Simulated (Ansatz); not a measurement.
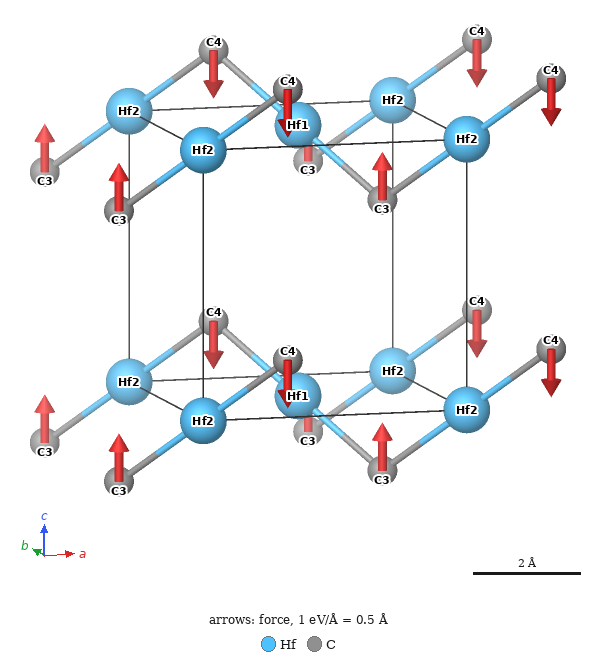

Starting geometry of solid HfC (a generated structure, set up in Cmme) (coarse preliminary run) with the computed forces as red arrows. A ball-and-stick model of the cell of the calculation, seen slightly off an axis.

The calculation used DFT PBE, scalar-relativistic, plane waves, PAW in Ansatz 0.2.0. Settings: plane-wave cutoff 420 eV; k-point mesh 4 × 4 × 4; occupations gaussian; smearing width 0.1 eV; no spin polarisation; cell and atoms relaxed; force threshold 0.04 eV/Å; at most 70 steps.

Q: What follows when this structure is relaxed?

A: It isn't relaxed: the largest force vector, on C atoms, is 1.83 eV/Å. Measured relative to the changing cell, the final displacements run against the starting forces (cosine between the two patterns −1.00). The largest moves relative to the cell, 0.79 Å, are those of C3 and C4. C4 goes along +c. Hf stays in place. The volume changes by −51.6 %, with a = b 5.152 → 4.566 Å (−11.4 %), c 5.152 → 3.175 Å (−38.4 %), γ 90.0° → 88.8°. Some distances before and after: Hf1–C3 4.272 → 2.252 Å, Hf1–Hf1 5.152 → 3.175 Å, Hf1–Hf2 3.643 → 3.194 Å, Hf1–Hf2 (another image) 3.643 → 3.263 Å. New bonds form: Hf1–C3 (4.27 → 2.25 Å), Hf1–C4 (4.27 → 2.25 Å), Hf2–C3 (4.27 → 2.25 Å), Hf2–C4 (4.27 → 2.25 Å). Among the angles between lasting bonds that change: Hf1–C4–Hf2 109.5° → 90.3°. The space group (tolerance 0.01 Å) goes from Cmme (No. 67) to Pmmm (No. 47). After 13 accepted moves (15 points after the start) the energy has fallen by 2093 meV per atom. Largest force component: 1.8 eV/Å at the start, 0.0011 eV/Å at the end. The pressure goes from −11.76 to −0.01 GPa. The SCF was repeated twice at an unchanged geometry on a basis and grid sized afresh for the cell, which shifted the energy by 2.1 meV per atom at most. The run took 90 s on 1 thread of Arm Neoverse V2, with other jobs on the host, peak memory 0.41 GiB.
